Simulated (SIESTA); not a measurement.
**Energy of NiSi along an even scaling of the cell**

System: NiSi (Pmmn, 4 atoms in the cell).
Method: Kohn-Sham DFT of a periodic cell, LDA, PseudoDojo 0.4 standard, converted to PSML, spin-polarised (SIESTA 5.4.2).

The 7 runs differ only in the geometry, by an even scaling of the cell at fixed fractional positions. The structure derives from a Materials Project entry.

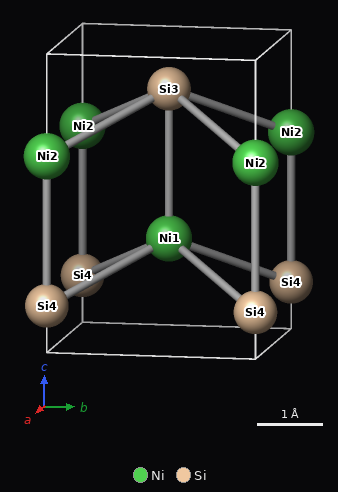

Figure 1. The structure of run 4 (ball-and-stick view of the cell of the calculation, seen slightly off an axis; atoms are numbered from 1 in the order of the input). An atom can appear more than once, as a periodic image.

## Input of run 4
```
SystemName                      SiNi
SystemLabel                     SiNi
NumberOfSpecies                 2
NumberOfAtoms                   4
%block ChemicalSpeciesLabel
  1  28 Ni
  2  14 Si
%endblock ChemicalSpeciesLabel

LatticeConstant                 1.0 Ang
%block LatticeVectors
     2.9427706600     0.0000000000     0.0000000000
     0.0000000000     3.2803255400     0.0000000000
     0.0000000000     0.0000000000     4.6774467600
%endblock LatticeVectors
AtomicCoordinatesFormat         Fractional
%block AtomicCoordinatesAndAtomicSpecies
     0.5000000000     0.5000000000     0.3424955900  1  Ni
     0.0000000000     0.0000000000     0.6575044100  1  Ni
     0.5000000000     0.5000000000     0.8431431600  2  Si
     0.0000000000     0.0000000000     0.1568568400  2  Si
%endblock AtomicCoordinatesAndAtomicSpecies

%block kgrid.MonkhorstPack
    7   0   0  0.0
    0   6   0  0.0
    0   0   4  0.0
%endblock kgrid.MonkhorstPack
XC.Functional                   LDA
XC.Authors                      PW92
PAO.BasisSize                   DZP
PAO.EnergyShift                 0.003 Ry
Mesh.Cutoff                     800 Ry
Spin                            polarized
%block DM.InitSpin
    1   1.000
    2   1.000
    3   0.000
    4   0.000
%endblock DM.InitSpin
OccupationFunction              FD
ElectronicTemperature           0.05 eV
MaxSCFIterations                200
SCF.MustConverge                false
SCF.Mixer.Method                Pulay
SCF.Mixer.Weight                0.1
SCF.Mixer.History               10
SCF.DM.Tolerance                5.0e-05
SCF.H.Tolerance                 1.0e-03 eV
WriteForces                     true
Charge.Mulliken                 end
%block PAO.Basis
  Ni 5
  n=3 0 2
    2.442 0.000
  n=4 0 2
    7.025 0.000
  n=3 1 2
    2.721 0.000
  n=4 1 1
    7.025
  n=3 2 2
    4.458 0.000
%endblock PAO.Basis
```

Command:
```bash
siesta < SiNi.fdf > SiNi.out 2>&1
```

Run 2 differs from it as follows:
```diff
-     2.9427706600     0.0000000000     0.0000000000
-     0.0000000000     3.2803255400     0.0000000000
-     0.0000000000     0.0000000000     4.6774467600
+     2.9029986135     0.0000000000     0.0000000000
+     0.0000000000     3.2359913818     0.0000000000
+     0.0000000000     0.0000000000     4.6142302706
```

## Results, with one run withheld

| run | volume per atom (Å³) | free energy per atom, from the lowest run given (meV) | pressure (GPa) |
| --- | --- | --- | --- |
| 1 | 10.611 | 8.88 | 8.26 |
| 2 | 10.837 | ? | ? |
| 3 | 11.062 | 0.00 | −1.55 |
| 4 | 11.288 | 5.18 | −5.68 |
| 5 | 11.514 | 15.83 | −9.35 |
| 6 | 11.740 | 31.38 | −12.62 |
| 7 | 11.965 | 51.24 | −15.50 |

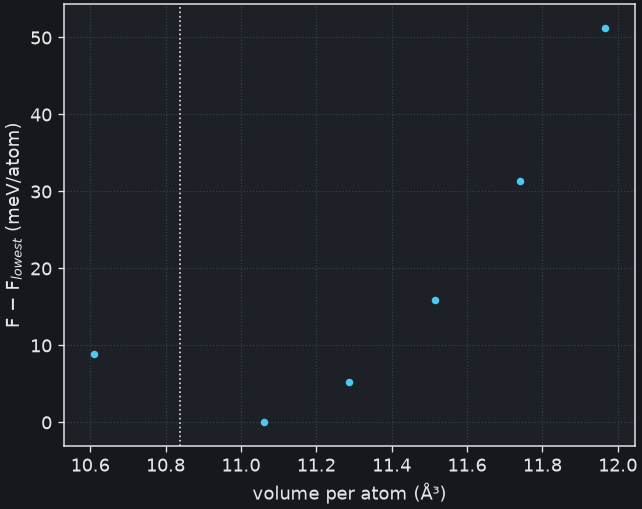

Figure 2. Free energy per atom of the runs given; the dotted line marks run 2.

What should run 2 give?

A cubic polynomial in V^(−2/3) (the Birch–Murnaghan form), fitted to the 6 runs given, misses them by at most 0.01 meV per atom. With x = V^(−2/3) − 0.19802 Å⁻², it reads F = 7.5063 − 3598.4 x + 4.0814e+05 x² + 5.7395e+05 x³ (meV per atom). At run 2 it gives 0.99 meV per atom, and the run itself gives 1.00. The slope of the fit gives a pressure −dF/dV of 3.05 GPa there, and the run prints 3.07 GPa. The fit has its minimum at 10.983 Å³ per atom, where V d²F/dV² gives 221 GPa. Cell shape and fractional positions are held, so this is the stiffness under even scaling; the relaxed bulk modulus wasn't computed.

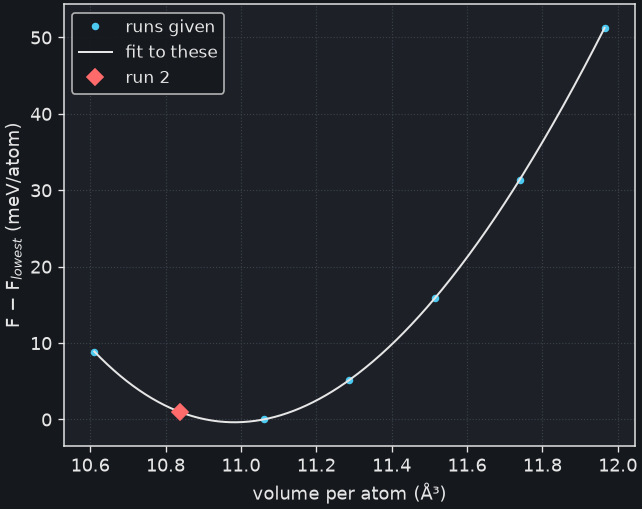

Figure 3. The fit and the withheld run.

## Some lines of the output (run 2)
```
[...]
outcell: Cell volume (Ang**3)        :     43.3464
stepf: Fermi-Dirac step function
siesta: Etot    =     -9348.636488
siesta: FreeEng =     -9348.643929
        iscf     Eharris(eV)        E_KS(eV)     FreeEng(eV)     dDmax    Ef(eV) dHmax(eV)
siesta: E_KS(eV) =            -9358.0818
siesta: E_KS - E_eggbox =     -9358.0818
siesta: Etot    =     -9358.081846
siesta: FreeEng =     -9358.087505
siesta:         Fermi =      -5.493679
siesta: Cell volume =         43.346441 Ang**3
    Orbital volume contribution        =           3.738847 eV
```

Notes: Points of doubt noted for this run: mulliken charges of long orbitals. With a small basis of atomic orbitals these values can differ much from converged plane-wave results.
